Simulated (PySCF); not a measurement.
# Energy of As along an even scaling of the cell

System: As (1 atom in the cell).
Method: Kohn-Sham DFT of a periodic cell in Gaussian orbitals, PBEsol, DZVP-MOLOPT-SR/GTH-PBE, no spin polarisation (PySCF 2.14.0).

The 7 runs differ only in the geometry, by an even scaling of the cell at fixed fractional positions. The structure derives from a Materials Project entry.

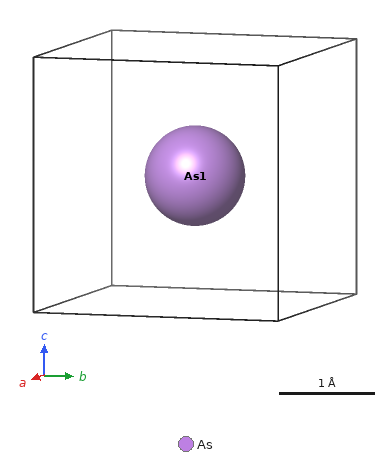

Figure 1. The structure of run 4 (ball-and-stick view of the cell of the calculation, seen slightly off an axis; atoms are numbered from 1 in the order of the input).

### Input of run 4
```python
import json
import numpy as np
from pyscf.pbc import gto, scf, dft, df

cell = gto.Cell()
cell.a = '''
  2.7036817444    0.0000000000    0.0000000000
  0.0000000000    2.7036817444    0.0000000000
  0.0000000000    0.0000000000    2.7036817444'''
cell.atom = '''
As   1.3518408722    1.3518408722    1.3518408722'''
cell.unit = 'A'
cell.basis = 'DZVP-MOLOPT-SR-GTH-q5'
cell.pseudo = 'GTH-PBE-q5'
cell.ke_cutoff = 50  # hartree
cell.exp_to_discard = 0.02
cell.precision = 1e-08
cell.space_group_symmetry = True
cell.symmorphic = False
cell.max_memory = 2940  # MB
cell.verbose = 4
cell.build()

res = {}
kpts = cell.make_kpts([10, 10, 10], space_group_symmetry=True, time_reversal_symmetry=True)
cell.space_group_symmetry = False  # the mesh holds the operations; no search on the supercells of the integral code
mf = dft.KRKS(cell, kpts, xc='pbesol')
mf = mf.multigrid_numint()
mf = mf.smearing(sigma=0.00183747, method='fermi')  # hartree
mf.conv_tol = 1e-07
mf.max_cycle = 60

mf.kernel()
res.update(converged=bool(mf.converged), e_tot=mf.e_tot, nelec=cell.nelectron, nao=cell.nao, mesh=list(map(int, cell.mesh)), a=cell.lattice_vectors().tolist(), coords=cell.atom_coords().tolist(),
           mo_energy=[np.real(x).tolist() for x in mf.mo_energy], mo_occ=[np.real(x).tolist() for x in mf.mo_occ])
res.update(e_free=mf.e_free, e_zero=mf.e_zero)
res.update(kpts=kpts.kpts_scaled_ibz.tolist(), weights=kpts.weights_ibz.tolist())
res['parts'] = {k: float(np.real(v)) for k, v in mf.scf_summary.items() if np.isscalar(v)}
json.dump(res, open('results.json', 'w'))
if not mf.converged:
    raise SystemExit('SCF not converged')

print('levels (eV)')
for i, kp in enumerate(res['kpts'][:40]):
    print('k %7.4f %7.4f %7.4f  ' % tuple(kp), ' '.join('%.3f' % (x * 27.211386) for x in res['mo_energy'][i][:8]))

mf = mf.to_khf()  # unfold to the whole mesh
kpts = mf.kpts
# Mulliken populations
dm, s = np.asarray(mf.make_rdm1()), np.asarray(mf.get_ovlp())
sites = cell.aoslice_by_atom()[:, 2:]
tot = np.einsum('kij,kji->i', dm, s).real / len(kpts)
res['mulliken'] = [cell.atom_charge(i) - tot[a0:a1].sum() for i, (a0, a1) in enumerate(sites)]
print('Mulliken charges', np.round(res['mulliken'], 5))

# density of states, Gaussians of 0.15 eV
e = np.asarray(mf.mo_energy).real.reshape(1, -1) * 27.211386
ef = mf.get_fermi()
ef = np.max(ef) * 27.211386
x = np.arange(-15, 10.01, 0.1) + round(ef, 1)
dos = np.exp(-((x[:, None, None] - e) / 0.15) ** 2 / 2).sum(-1).T / (0.15 * np.sqrt(2 * np.pi) * len(kpts)) * 2
res.update(dos_e=x.tolist(), dos=dos.tolist())
for a, b in zip(x[::5], dos.T[::5]):
    print('%8.2f' % a, ' '.join('%9.4f' % y for y in b))

# density on a uniform mesh
grids = dft.gen_grid.UniformGrids(cell)
grids.mesh = [15, 15, 15]
grids.build()
ni = dft.numint.KNumInt()
rho = [ni.get_rho(cell, x, grids, kpts) for x in [dm]]
np.save('rho.npy', np.reshape(rho, (-1, *grids.mesh)))
res['done'] = True
json.dump(res, open('results.json', 'w'))
```

Command:
```bash
OMP_NUM_THREADS=2 python -u run.py > log
```

Lattice vectors (Å) and fractional positions of run 4:
```
   2.703682    0.000000    0.000000
   0.000000    2.703682    0.000000
   0.000000    0.000000    2.703682
As  0.500000  0.500000  0.500000
```

Run 5 has the same physical settings and fractional positions; its lattice vectors (Å) are:
```
   2.721587    0.000000    0.000000
   0.000000    2.721587    0.000000
   0.000000    0.000000    2.721587
```

### Results, with one run withheld

| run | volume per atom (Å³) | free energy per atom, from the lowest run given (meV) |
| --- | --- | --- |
| 1 | 18.578 | 29.61 |
| 2 | 18.973 | 14.17 |
| 3 | 19.368 | 4.57 |
| 4 | 19.764 | 0.00 |
| 5 | 20.159 | ? |
| 6 | 20.554 | 4.03 |
| 7 | 20.949 | 11.81 |

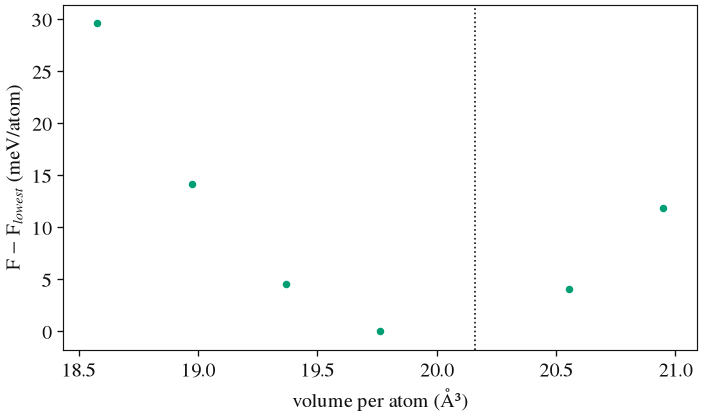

Figure 2. Free energy per atom of the runs given; the dotted line marks run 5.

Fit the runs given and predict run 5.

A cubic polynomial in V^(−2/3) (the Birch–Murnaghan form), fitted to the 6 runs given, misses them by at most 0.05 meV per atom. With x = V^(−2/3) − 0.13724 Å⁻², it reads F = 0.63662 + 1796.5 x + 6.766e+05 x² + 1.6009e+06 x³ (meV per atom). At run 5 it gives −0.02 meV per atom, and the run itself gives −0.04. The fit has its minimum at 19.959 Å³ per atom, where V d²F/dV² gives 88.3 GPa: the bulk modulus at this level, since symmetry fixes the shape and the positions.

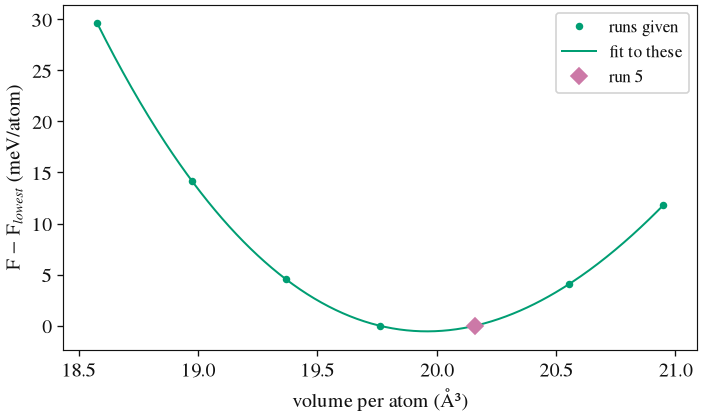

Figure 3. The fit and the withheld run.

### Output, shortened to warnings, some set-up lines, iterations and results (run 5)
```
k-points in IBZ                         weights
[...]
cycle= 1 E= -6.29610945567215  delta_E= -0.0173  |g|= 0.132  |ddm|= 12.7
cycle= 2 E= -6.29642031944994  delta_E= -0.000311  |g|= 0.0253  |ddm|= 1.08
cycle= 3 E= -6.2964302673925  delta_E= -9.95e-06  |g|= 9.98e-05  |ddm|= 0.182
cycle= 4 E= -6.29643027070342  delta_E= -3.31e-09  |g|= 2.05e-06  |ddm|= 0.000664
    sigma = 0.00183747  Optimized mu = 0.296341247798  entropy = 0.0485068915677
nelec by numeric integration = 4.999999999980016
    Total E(T) = -6.29643027097587  Free energy = -6.29651940093392  E0 = -6.2964748359549
Extra cycle  E= -6.29643027097587  delta_E= -2.72e-10  |g|= 4.18e-07  |ddm|= 1.82e-05
converged SCF energy = -6.29643027097587
levels (eV)
k  0.0000  0.0000  0.0000   -6.725 12.252 12.252 12.252 16.847 16.847 33.883 33.883
k  0.5000  0.0000  0.0000   -3.648 1.237 14.531 14.531 19.367 23.367 23.367 23.795
k  0.5000  0.5000  0.0000   -0.443 3.917 3.917 11.326 16.584 24.648 25.850 25.850
k  0.5000  0.5000  0.5000   3.060 6.360 6.360 6.360 14.257 14.257 14.257 42.119
k  0.6000  0.0000  0.0000   -4.195 2.188 14.219 14.219 19.086 22.078 24.115 24.115
k  0.6000  0.5000  0.0000   -1.040 3.505 4.906 12.128 16.311 23.915 25.576 26.572
k  0.6000  0.5000  0.5000   2.324 6.005 6.005 7.474 13.923 15.007 15.007 39.600
k  0.6000  0.6000  0.0000   -1.617 4.329 4.635 12.957 16.033 23.365 26.306 26.309
k  0.6000  0.6000  0.5000   1.654 5.640 6.769 7.395 14.582 14.743 15.805 38.655
k  0.6000  0.6000  0.6000   1.027 6.415 6.415 7.233 15.395 15.464 15.464 38.408
k  0.7000  0.0000  0.0000   -5.177 4.373 13.539 13.539 18.396 20.298 26.100 26.100
k  0.7000  0.5000  0.0000   -2.068 2.675 7.097 14.194 15.707 22.658 24.900 28.555
k  0.7000  0.5000  0.5000   1.192 5.261 5.261 9.723 13.110 17.013 17.013 34.915
k  0.7000  0.6000  0.0000   -2.626 3.625 6.686 15.035 15.417 22.278 25.644 28.305
k  0.7000  0.6000  0.5000   0.570 4.877 6.244 9.374 13.839 16.672 17.841 34.455
k  0.7000  0.6000  0.6000   -0.024 5.673 6.024 9.002 14.580 17.435 17.532 34.040
k  0.7000  0.7000  0.0000   -3.618 5.559 6.092 14.777 17.048 21.494 27.605 27.694
k  0.7000  0.7000  0.5000   -0.477 4.082 7.989 9.051 15.475 16.242 19.955 32.739
k  0.7000  0.7000  0.6000   -1.048 5.026 7.640 8.616 16.369 16.856 19.576 32.507
k  0.7000  0.7000  0.7000   -2.052 6.900 6.900 8.024 18.508 18.737 18.737 31.903
k  0.8000  0.0000  0.0000   -6.018 7.171 12.868 12.868 17.622 19.133 23.868 28.883
k  0.8000  0.5000  0.0000   -2.926 1.911 9.834 15.101 17.055 21.560 24.137 27.508
k  0.8000  0.5000  0.5000   0.294 4.553 4.553 12.212 12.402 19.873 19.873 30.315
k  0.8000  0.6000  0.0000   -3.477 2.860 9.435 14.799 17.795 21.305 24.884 26.768
k  0.8000  0.6000  0.5000   -0.311 4.153 5.542 12.044 12.971 19.543 20.664 29.853
k  0.8000  0.6000  0.6000   -0.892 4.965 5.295 11.662 13.718 20.272 20.406 29.437
k  0.8000  0.7000  0.0000   -4.462 5.030 8.625 14.136 19.036 21.290 26.014 26.874
k  0.8000  0.7000  0.5000   -1.343 3.337 7.699 11.322 14.952 18.845 22.740 28.785
k  0.8000  0.7000  0.6000   -1.905 4.285 7.306 10.916 15.689 19.563 22.401 28.481
[...]
```
